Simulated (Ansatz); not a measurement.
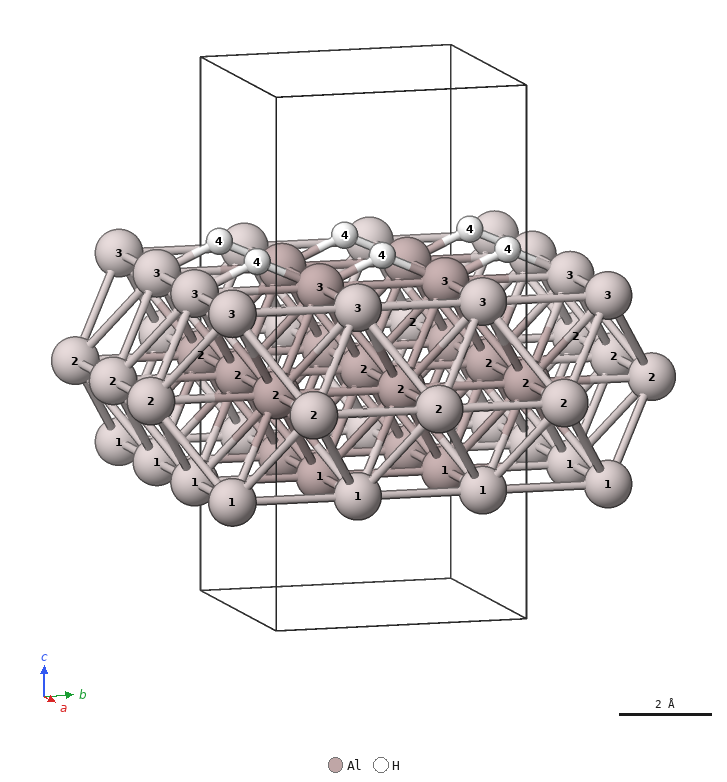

Fig. 1: The input geometry (ball-and-stick view of the 2 × 2 repeat of the cell, with the vacuum cut short, seen slightly off an axis; neighbours outside the cell are drawn fainter; atoms are numbered from 1 in the order of the input). An atom can appear more than once, as a periodic image.

Geometry relaxation, with input and output: Al3H

System: Al3H (slab, 4 atoms in the cell).
Method: DFT PBE, scalar-relativistic, plane waves, PAW, PAW set soft_1, no spin polarisation (Ansatz 0.2.0).

The structure derives from an entry of the Crystallography Open Database. The input holds or restrains some coordinates. Forces given for the steps count only the free coordinates. Figures and captions count atoms from 1; the log counts them from 0 in places.

Input
```yaml
crystal:
  lattice:
    - [2.8567582918, 0.0, 0.0]
    - [0.0, 2.8567582918, 0.0]
    - [0.0, 0.0, 19.6746954375]
  atoms:
    - { symbol: Al, position: [0.5, 0.5, 0.203306832] }
    - { symbol: Al, position: [0.0, 0.0, 0.3092728611] }
    - { symbol: Al, position: [0.5, 0.5, 0.415492858] }
    - { symbol: H, position: [0.5, 1.0, 0.4480399646] }
basis:
  ecutwfc: 420
kpoints:
  mp_grid: { grid: [9, 9, 1] }
hamiltonian:
  xc: pbe
  pseudopotentials: { kind: paw, azcp: { folder: soft_1 } }
scf:
  occupations: { method: gaussian, width: 0.1 }
output:
  forces: true
  eigenvalues: true
relax:
  adjacent_minimum: "off"
  f_tol: 0.025
  max_steps: 16
  constraints: [{ sites: [0, 1, 2] }, { sites: [3], fix: xy }]
efield:
  axis: 3
  dipole_correction: true
  ramp_width: 0.04
```

Hardware: 1 thread of Arm Neoverse V2, 24 GiB of memory available, shared host.

Run as:
```bash
ansatz run input.yaml --threads 1 --pin off --max-ram 3072MiB --backend cpu --events-out ev --progress --plain --runs-dir out
```

Log
```
Engine: ansatz 0.2.0, aarch64-unknown-linux-gnu
Pseudopotentials: kind: paw
Pseudopotential: Al, paw, valence charge 3, recommended cutoff 420 eV (normal), [file]
Pseudopotential: H, paw, valence charge 1, recommended cutoff 420 eV (normal), [file]
Functional definition: PBE
  parameter kappa = 0.804
  parameter beta = 0.06672455060314922
  exchange = pbe_x(kappa = kappa, mu = beta*pi^2/3)
  correlation = pbe_c(beta = beta)
Crystal: 4 atoms, lattice volume = 160.567 Å³
Basis set: ecut = 420 eV, 3149 PW (Γ), exchange–correlation on 40×40×270 points (8 copies of the dense FFT grid, shifted against one another)
Bands: 9, of which v1, the nominal top of the filled ones, is band 5 counted from 1 (4 counted from 0)
Symmetry: 4 space group operations
Space group: Pmm2 (ITA 25), of the structure as read, at distance tolerance 5.4e-5 Å
k-points: 25 of 81
Non-local potential: Al, projectors of the file, l = 0: 2, l = 1: 2, l = 2: 1
Non-local potential: H, projectors of the file, l = 0: 2, l = 1: 1
PAW form: soft (Blöchl's): semilocal exchange-correlation on the pseudo side does not see the compensation charge
PAW one-centre angular grid: Al, 110 points (default); XC on 64 Gauss nodes
PAW one-centre angular grid: H, 110 points (default); XC on 64 Gauss nodes
Initial density: superposition of atomic densities (neutral atoms: chi_scale 0, normalization atom)
Initial wavefunctions: pseudopotential atomic-orbital guess
Functional: x = pbe(κ = 0.804, μ = 0.2195149727645171), c = pbe(β = 0.06672455060314922)
SCF iter   1: F=—  HF=-1627.756162 eV  |F-HF|=—  |Δ(HF+E_count)|=         —  Δρ=3.31e-2  dr2=3.67e0  ethr=3.10e-3  p=-0.000 e·Å  D=-1.69e-7 V/Å  ΔV_dip=0.00 eV  dr2_dipole=2.32e-1  V_vac-E_F(+/−)=6.50/6.50 eV  ⟨swp⟩=8.8  Hψ=2351  notcnv=0
efield: sawtooth ramp at fractional position 0.8057 (placed from the atoms, in the widest stretch of the axis that holds none; the zero of the levels goes with the place), width 0.0400; the density the first Hamiltonian is built on has a dipole p = -0.000 e·Å; the dipole correction subtracts the counter field D = -1.69e-7 V/Å, which shifts the + side's vacuum level by +0.00 eV against the − side's; the planar-averaged density in the ramp window peaks in size at 1.8e-6 e/Å³
preconditioner: auto → LDOS  [metal: Δε(μ)=0.038 eV  Ē_g=7.524 eV  σ=0.100 eV  W_gap=0.21  n_scr=10 (ndim 8)  ℏωp=9.3 eV  f_vac=0.504  D(μ)=2.35/eV (n_scr^D=10)  β→1.0]
SCF iter   2: F=—  HF=-1626.838504 eV  |F-HF|=—  |Δ(HF+E_count)|=   9.18e-1  Δρ=8.05e-3  dr2=2.87e-1  ethr=3.10e-3  p=0.005 e·Å  D=5.36e-3 V/Å  ΔV_dip=-0.11 eV  dr2_dipole=1.17e-1  V_vac-E_F(+/−)=4.25/4.36 eV  ⟨swp⟩=3.0  Hψ=685  notcnv=0  defer=4
SCF iter   3: F=—  HF=-1626.873368 eV  |F-HF|=—  |Δ(HF+E_count)|=   3.49e-2  Δρ=2.21e-3  dr2=5.45e-2  ethr=2.87e-3  p=0.023 e·Å  D=2.62e-2 V/Å  ΔV_dip=-0.52 eV  dr2_dipole=5.17e-3  V_vac-E_F(+/−)=3.99/4.51 eV  ⟨swp⟩=2.2  Hψ=406  notcnv=0  defer=4
SCF iter   4: F=—  HF=-1626.870252 eV  |F-HF|=—  |Δ(HF+E_count)|=   3.12e-3  Δρ=1.00e-3  dr2=1.29e-2  ethr=5.45e-4  p=0.030 e·Å  D=3.33e-2 V/Å  ΔV_dip=-0.65 eV  dr2_dipole=6.14e-3  V_vac-E_F(+/−)=3.63/4.29 eV  ⟨swp⟩=3.3  Hψ=405  notcnv=0  defer=4
SCF iter   5: F=—  HF=-1626.869900 eV  |F-HF|=—  |Δ(HF+E_count)|=   3.53e-4  Δρ=3.05e-4  dr2=9.82e-4  ethr=1.29e-4  p=0.037 e·Å  D=4.14e-2 V/Å  ΔV_dip=-0.81 eV  dr2_dipole=3.39e-4  V_vac-E_F(+/−)=3.45/4.27 eV  ⟨swp⟩=1.6  Hψ=294  notcnv=0  defer=4
SCF iter   6: F=—  HF=-1626.869918 eV  |F-HF|=—  |Δ(HF+E_count)|=   1.86e-5  Δρ=9.35e-5  dr2=2.14e-5  ethr=9.82e-6  p=0.038 e·Å  D=4.29e-2 V/Å  ΔV_dip=-0.84 eV  dr2_dipole=4.51e-6  V_vac-E_F(+/−)=3.42/4.27 eV  ⟨swp⟩=2.0  Hψ=355  notcnv=0  defer=4
SCF iter   7: F=-1626.869929 eV  HF=-1626.869929 eV  |F-HF|=4.15e-7  |Δ(HF+E_count)|=   1.08e-5  Δρ=2.34e-5  dr2=1.82e-6  ethr=1.56e-7  p=0.038 e·Å  D=4.30e-2 V/Å  ΔV_dip=-0.85 eV  dr2_dipole=8.02e-8  V_vac-E_F(+/−)=3.42/4.27 eV  ⟨swp⟩=12.0  Hψ=1719  notcnv=0
SCF 1 converged in 7 iterations: F = -1626.869929 eV  dr2 = 1.82e-6
  greatest PAW one-centre occupation: 0.480 electrons in one spin orbital (limit 2), on the Al atom at site 0 (counted from 0), in its partial waves of l = 0
relax step   1: F+E_penalty+E_count = -1626.86992938 eV  Δ(F+E_penalty+E_count) = +0.000e0 eV  max|allowed force component| = 2.105e0 eV/Å  Δτ_max = 0.0000 Å  (7 SCF iters, dr2 threshold 1.56e-5 eV, accepted)
Initial density: handed on by an earlier stage of this run
Initial wavefunctions: those handed on with the density
iter 1 solved again at ethr=1.45e-3 eV; its pass at ethr=3.10e-3 eV (dr2=1.45e-1 eV) is discarded
SCF iter   1: F=—  HF=-1627.236810 eV  |F-HF|=—  |Δ(HF+E_count)|=         —  Δρ=9.25e-3  dr2=1.35e-1  ethr=1.45e-3  p=0.038 e·Å  D=4.30e-2 V/Å  ΔV_dip=-0.85 eV  dr2_dipole=9.04e-5  V_vac-E_F(+/−)=3.38/4.22 eV  ⟨swp⟩=1.0  Hψ=1476  notcnv=0  defer=3
efield: sawtooth ramp at fractional position 0.8057 (handed on by an earlier solve), width 0.0400; the density the first Hamiltonian is built on has a dipole p = 0.038 e·Å; the dipole correction subtracts the counter field D = 4.30e-2 V/Å, which shifts the + side's vacuum level by -0.85 eV against the − side's; the planar-averaged density in the ramp window peaks in size at 1.8e-6 e/Å³
preconditioner: auto → LDOS  [metal: Δε(μ)=0.025 eV  Ē_g=6.936 eV  σ=0.100 eV  W_gap=0.14  n_scr=10 (ndim 8)  ℏωp=9.3 eV  f_vac=0.530  D(μ)=2.42/eV (n_scr^D=10)  β→1.0]
SCF iter   2: F=—  HF=-1627.207623 eV  |F-HF|=—  |Δ(HF+E_count)|=   2.92e-2  Δρ=1.72e-3  dr2=3.40e-3  ethr=1.35e-3  p=0.030 e·Å  D=3.37e-2 V/Å  ΔV_dip=-0.66 eV  dr2_dipole=5.45e-6  V_vac-E_F(+/−)=3.61/4.27 eV  ⟨swp⟩=2.6  Hψ=438  notcnv=0  defer=3
SCF iter   3: F=—  HF=-1627.209976 eV  |F-HF|=—  |Δ(HF+E_count)|=   2.35e-3  Δρ=3.78e-4  dr2=1.12e-3  ethr=3.40e-5  p=0.028 e·Å  D=3.21e-2 V/Å  ΔV_dip=-0.63 eV  dr2_dipole=5.12e-5  V_vac-E_F(+/−)=3.62/4.25 eV  ⟨swp⟩=2.2  Hψ=419  notcnv=0  defer=4
SCF iter   4: F=—  HF=-1627.209955 eV  |F-HF|=—  |Δ(HF+E_count)|=   2.13e-5  Δρ=2.33e-4  dr2=2.08e-4  ethr=1.12e-5  p=0.027 e·Å  D=3.08e-2 V/Å  ΔV_dip=-0.61 eV  dr2_dipole=1.25e-5  V_vac-E_F(+/−)=3.65/4.26 eV  ⟨swp⟩=1.4  Hψ=258  notcnv=0  defer=4
SCF iter   5: F=-1627.209925 eV  HF=-1627.209956 eV  |F-HF|=3.01e-5  |Δ(HF+E_count)|=   7.04e-7  Δρ=5.25e-5  dr2=2.92e-5  ethr=1.00e-6  p=0.027 e·Å  D=2.99e-2 V/Å  ΔV_dip=-0.59 eV  dr2_dipole=7.11e-6  V_vac-E_F(+/−)=3.67/4.26 eV  ⟨swp⟩=7.0  Hψ=1606  notcnv=0
SCF 2 converged in 5 iterations: F = -1627.209925 eV  dr2 = 2.92e-5
  greatest PAW one-centre occupation: 0.481 electrons in one spin orbital (limit 2), on the Al atom at site 0 (counted from 0), in its partial waves of l = 0
relax step   2: F+E_penalty+E_count = -1627.20992538 eV  Δ(F+E_penalty+E_count) = -3.400e-1 eV  max|allowed force component| = 1.310e0 eV/Å  Δτ_max = 0.1950 Å  (5 SCF iters, dr2 threshold 1.00e-4 eV, accepted)
iter 1 solved again at ethr=1.01e-3 eV; its pass at ethr=3.10e-3 eV (dr2=1.01e-1 eV) is discarded
SCF iter   1: F=—  HF=-1627.387095 eV  |F-HF|=—  |Δ(HF+E_count)|=         —  Δρ=7.90e-3  dr2=1.00e-1  ethr=1.01e-3  p=0.027 e·Å  D=2.99e-2 V/Å  ΔV_dip=-0.59 eV  dr2_dipole=6.56e-3  V_vac-E_F(+/−)=3.65/4.24 eV  ⟨swp⟩=1.0  Hψ=1436  notcnv=0  defer=4
efield: sawtooth ramp at fractional position 0.8057 (handed on by an earlier solve), width 0.0400; the density the first Hamiltonian is built on has a dipole p = 0.027 e·Å; the dipole correction subtracts the counter field D = 2.99e-2 V/Å, which shifts the + side's vacuum level by -0.59 eV against the − side's; the planar-averaged density in the ramp window peaks in size at 2.5e-6 e/Å³
preconditioner: auto → LDOS  [insulator: Δε(μ)=0.115 eV  Ē_g=6.876 eV  σ=0.100 eV  W_gap=0.51  n_scr=10 (ndim 8)  ℏωp=9.3 eV  f_vac=0.527  D(μ)=1.98/eV (n_scr^D=8)  ε∞_Penn≈2.8  β→1.0]
SCF iter   2: F=—  HF=-1627.364807 eV  |F-HF|=—  |Δ(HF+E_count)|=   2.23e-2  Δρ=1.22e-3  dr2=3.35e-3  ethr=1.00e-3  p=0.010 e·Å  D=1.17e-2 V/Å  ΔV_dip=-0.23 eV  dr2_dipole=7.13e-4  V_vac-E_F(+/−)=4.02/4.25 eV  ⟨swp⟩=2.5  Hψ=454  notcnv=0  defer=4
SCF iter   3: F=—  HF=-1627.365776 eV  |F-HF|=—  |Δ(HF+E_count)|=   9.70e-4  Δρ=2.26e-4  dr2=4.17e-4  ethr=3.35e-5  p=0.009 e·Å  D=1.04e-2 V/Å  ΔV_dip=-0.20 eV  dr2_dipole=8.90e-5  V_vac-E_F(+/−)=4.03/4.24 eV  ⟨swp⟩=2.7  Hψ=366  notcnv=0  defer=4
SCF iter   4: F=—  HF=-1627.365775 eV  |F-HF|=—  |Δ(HF+E_count)|=   1.79e-6  Δρ=1.24e-4  dr2=5.90e-5  ethr=1.00e-6  p=0.008 e·Å  D=9.11e-3 V/Å  ΔV_dip=-0.18 eV  dr2_dipole=2.24e-5  V_vac-E_F(+/−)=4.06/4.24 eV  ⟨swp⟩=8.4  Hψ=1597  notcnv=0
SCF iter   5: F=-1627.365784 eV  HF=-1627.365785 eV  |F-HF|=5.67e-7  |Δ(HF+E_count)|=   9.84e-6  Δρ=2.29e-5  dr2=2.46e-6  ethr=5.90e-7  p=0.007 e·Å  D=8.43e-3 V/Å  ΔV_dip=-0.17 eV  dr2_dipole=4.40e-7  V_vac-E_F(+/−)=4.07/4.24 eV  ⟨swp⟩=7.5  Hψ=1287  notcnv=0
SCF 3 converged in 5 iterations: F = -1627.365784 eV  dr2 = 2.46e-6
  greatest PAW one-centre occupation: 0.482 electrons in one spin orbital (limit 2), on the Al atom at site 0 (counted from 0), in its partial waves of l = 0
relax step   3: F+E_penalty+E_count = -1627.36578397 eV  Δ(F+E_penalty+E_count) = -1.559e-1 eV  max|allowed force component| = 2.872e-1 eV/Å  Δτ_max = 0.1950 Å  (5 SCF iters, dr2 threshold 1.00e-4 eV, accepted)
SCF iter   1: F=—  HF=-1627.375730 eV  |F-HF|=—  |Δ(HF+E_count)|=         —  Δρ=2.39e-3  dr2=9.09e-3  ethr=1.11e-3  p=0.007 e·Å  D=8.44e-3 V/Å  ΔV_dip=-0.17 eV  dr2_dipole=8.42e-4  V_vac-E_F(+/−)=4.07/4.23 eV  ⟨swp⟩=2.8  Hψ=823  notcnv=0  defer=4
efield: sawtooth ramp at fractional position 0.8057 (handed on by an earlier solve), width 0.0400; the density the first Hamiltonian is built on has a dipole p = 0.007 e·Å; the dipole correction subtracts the counter field D = 8.44e-3 V/Å, which shifts the + side's vacuum level by -0.17 eV against the − side's; the planar-averaged density in the ramp window peaks in size at 3.0e-6 e/Å³
preconditioner: auto → LDOS  [insulator: Δε(μ)=0.115 eV  Ē_g=6.874 eV  σ=0.100 eV  W_gap=0.54  n_scr=10 (ndim 8)  ℏωp=9.3 eV  f_vac=0.527  D(μ)=2.04/eV (n_scr^D=8)  ε∞_Penn≈2.8  β→1.0]
SCF iter   2: F=—  HF=-1627.373655 eV  |F-HF|=—  |Δ(HF+E_count)|=   2.08e-3  Δρ=3.75e-4  dr2=4.99e-4  ethr=9.09e-5  p=0.002 e·Å  D=1.76e-3 V/Å  ΔV_dip=-0.03 eV  dr2_dipole=1.48e-4  V_vac-E_F(+/−)=4.20/4.23 eV  ⟨swp⟩=2.3  Hψ=544  notcnv=0  defer=4
SCF iter   3: F=—  HF=-1627.373711 eV  |F-HF|=—  |Δ(HF+E_count)|=   5.59e-5  Δρ=6.92e-5  dr2=4.69e-5  ethr=4.99e-6  p=0.001 e·Å  D=1.31e-3 V/Å  ΔV_dip=-0.03 eV  dr2_dipole=1.68e-5  V_vac-E_F(+/−)=4.20/4.23 eV  ⟨swp⟩=2.2  Hψ=348  notcnv=0  defer=4
SCF iter   4: F=—  HF=-1627.373714 eV  |F-HF|=—  |Δ(HF+E_count)|=   2.97e-6  Δρ=2.90e-5  dr2=7.37e-6  ethr=5.16e-8  p=0.001 e·Å  D=9.15e-4 V/Å  ΔV_dip=-0.02 eV  dr2_dipole=3.02e-6  V_vac-E_F(+/−)=4.21/4.23 eV  ⟨swp⟩=9.4  Hψ=1501  notcnv=0
SCF iter   5: F=-1627.373714 eV  HF=-1627.373714 eV  |F-HF|=1.01e-7  |Δ(HF+E_count)|=   6.76e-7  Δρ=5.84e-6  dr2=2.57e-7  ethr=5.16e-8  p=0.001 e·Å  D=7.21e-4 V/Å  ΔV_dip=-0.01 eV  dr2_dipole=6.46e-8  V_vac-E_F(+/−)=4.21/4.23 eV  ⟨swp⟩=7.5  Hψ=1220  notcnv=0
SCF 4 converged in 5 iterations: F = -1627.373714 eV  dr2 = 2.57e-7
relax step   4: F+E_penalty+E_count = -1627.37371411 eV  Δ(F+E_penalty+E_count) = -7.930e-3 eV  max|allowed force component| = 3.954e-2 eV/Å  Δτ_max = 0.0649 Å  (5 SCF iters, dr2 threshold 5.16e-6 eV, accepted)
SCF iter   1: F=—  HF=-1627.373924 eV  |F-HF|=—  |Δ(HF+E_count)|=         —  Δρ=2.86e-4  dr2=1.24e-4  ethr=1.39e-5  p=0.001 e·Å  D=7.21e-4 V/Å  ΔV_dip=-0.01 eV  dr2_dipole=1.15e-5  V_vac-E_F(+/−)=4.21/4.23 eV  ⟨swp⟩=2.4  Hψ=734  notcnv=0
efield: sawtooth ramp at fractional position 0.8057 (handed on by an earlier solve), width 0.0400; the density the first Hamiltonian is built on has a dipole p = 0.001 e·Å; the dipole correction subtracts the counter field D = 7.21e-4 V/Å, which shifts the + side's vacuum level by -0.01 eV against the − side's; the planar-averaged density in the ramp window peaks in size at 2.9e-6 e/Å³
preconditioner: auto → LDOS  [insulator: Δε(μ)=0.107 eV  Ē_g=6.891 eV  σ=0.100 eV  W_gap=0.52  n_scr=10 (ndim 8)  ℏωp=9.3 eV  f_vac=0.528  D(μ)=2.13/eV (n_scr^D=8)  ε∞_Penn≈2.8  β→1.0]
SCF iter   2: F=—  HF=-1627.373893 eV  |F-HF|=—  |Δ(HF+E_count)|=   3.11e-5  Δρ=4.39e-5  dr2=5.20e-6  ethr=1.24e-6  p=0.001 e·Å  D=1.53e-3 V/Å  ΔV_dip=-0.03 eV  dr2_dipole=1.30e-6  V_vac-E_F(+/−)=4.20/4.23 eV  ⟨swp⟩=2.2  Hψ=540  notcnv=0
SCF iter   3: F=—  HF=-1627.373874 eV  |F-HF|=—  |Δ(HF+E_count)|=   1.90e-5  Δρ=8.23e-6  dr2=3.92e-7  ethr=5.20e-8  p=0.001 e·Å  D=1.58e-3 V/Å  ΔV_dip=-0.03 eV  dr2_dipole=1.06e-7  V_vac-E_F(+/−)=4.20/4.23 eV  ⟨swp⟩=2.3  Hψ=351  notcnv=0
SCF iter   4: F=-1627.373874 eV  HF=-1627.373874 eV  |F-HF|=1.28e-8  |Δ(HF+E_count)|=   1.22e-7  Δρ=3.05e-6  dr2=6.82e-8  ethr=1.00e-9  p=0.001 e·Å  D=1.62e-3 V/Å  ΔV_dip=-0.03 eV  dr2_dipole=1.89e-8  V_vac-E_F(+/−)=4.20/4.23 eV  ⟨swp⟩=7.8  Hψ=1320  notcnv=0
SCF 5 converged in 4 iterations: F = -1627.373874 eV  dr2 = 6.82e-8
relax step   5: F+E_penalty+E_count = -1627.37387382 eV  Δ(F+E_penalty+E_count) = -1.597e-4 eV  max|allowed force component| = 2.156e-4 eV/Å  Δτ_max = 0.0080 Å  (4 SCF iters, accepted)
```

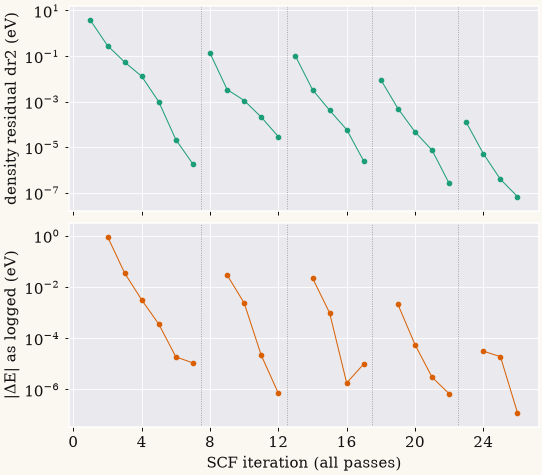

Fig. 2: Convergence of the self-consistent field: density residual dr2 and size of the energy change against the SCF iteration. The dotted lines part the SCF passes of the relaxation: geometry steps, rejected trials and re-solves on a re-selected basis. The 5 passes take 4 to 7 iterations each, 26 in all.

```
SCF converged after 4 iterations
Free energy (F): -1627.373874 eV
Harris-Foulkes:  -1627.373874 eV  (|F-HF|=1.28e-8)
Internal energy: -1627.363242 eV  (E = F + TS)
E sigma→0 (E₀):  -1627.368558 eV
Entropy (-TS):   -0.010632 eV (-2.658 meV/atom)
Fermi energy:    -0.255337 eV
Dipole field:    D = 0.001827 V/Å  (p = 0.001622 e·Å, saw-weighted, corrected)
Work function:   Φ+ = 4.1948 eV   Φ− = 4.2307 eV
Levels:          The Fermi level and band energies are counted from a zero that moves with the ramp; work functions are not
--- Per-component energies (eV) ---
  E_band       = -46.072851
  E_kinetic    = 76.943492
  E_local      = -1539.774497  (includes V_loc(G=0)·N_el)
  E_nonlocal   = 30.610149
  E_hartree    = 746.443219
  E_xc         = -119.482176
  E_vxc        = -95.669141  (∫ρ·V_xc dr)
  E_paw        = -1408.602875  (= ΣΔE_a)
  E_vpaw       = -11.065017  (= ΣTr[D̂ρ^β])
  E_aug_tail   = -0.000899  (compensation charges beyond the density's cutoff)
  E_efield     = 0.000001  (sawtooth field / dipole correction)
  E_vefield    = 0.000066  (∫n·V_field dr)
  E_ewald      = 586.500343
  E_smearing   = -0.010632  (= −TS)
  E_closure    = 0.000000  (closes the sum)
  Σ components = -1627.373874   (vs F -1627.373874, Δ=0.00e0)
--- Forces (eV/Å), atoms counted from 1 ---
  atom   1  Al     0.00000000     0.00000000    -0.08186426
  atom   2  Al     0.00000000     0.00000000    -0.01390384
  atom   3  Al     0.00000000     0.00000000     0.09591111
  atom   4  H      0.00000000     0.00000000    -0.00021561
  max |Σ_I F_I| component: 7.26e-5 eV/Å
--- Band table (eV; the first three rows and the last of 25) ---
  k-point 0: bands = ["-10.7793", "-9.1388", "-6.4956", "-3.2267", "0.8453", "3.2769", "3.7340", "4.7462", "5.3915"]
  k-point 1: bands = ["-10.5585", "-8.9246", "-6.2903", "-3.0256", "1.0375", "2.7231", "3.4914", "3.8874", "4.3624"]
  k-point 2: bands = ["-9.8996", "-8.2884", "-5.6864", "-2.4424", "-0.1654", "1.1348", "2.0071", "3.9218", "4.1808"]
  k-point 24: bands = ["-4.8514", "-3.3494", "-2.1580", "-1.1697", "-0.9486", "0.1952", "0.4762", "1.0189", "1.7736"]
--- Relaxed structure (5 steps of the walk, 5 accepted, 0 SCFs on fresh bases) ---
  F+E_penalty+E_count = -1627.37387382 eV   max|allowed force component| = 2.156e-4 eV/Å
  atoms:
    - { symbol: Al, position: [0.49999999999999994, 0.49999999999999994, 0.20330683199999997] }
    - { symbol: Al, position: [0.0, 0.0, 0.30927286109999996] }
    - { symbol: Al, position: [0.49999999999999994, 0.49999999999999994, 0.41549285799999996] }
    - { symbol: H, position: [0.49999999999999994, 0.9999999999999999, 0.4707513013700441] }
```

Results in brief

| quantity | value |
| --- | --- |
| outcome | converged under the restraints of the input |
| free energy | −1627.3739 eV |
| Fermi energy | −0.255 eV |
| wall time | 3.2 min |
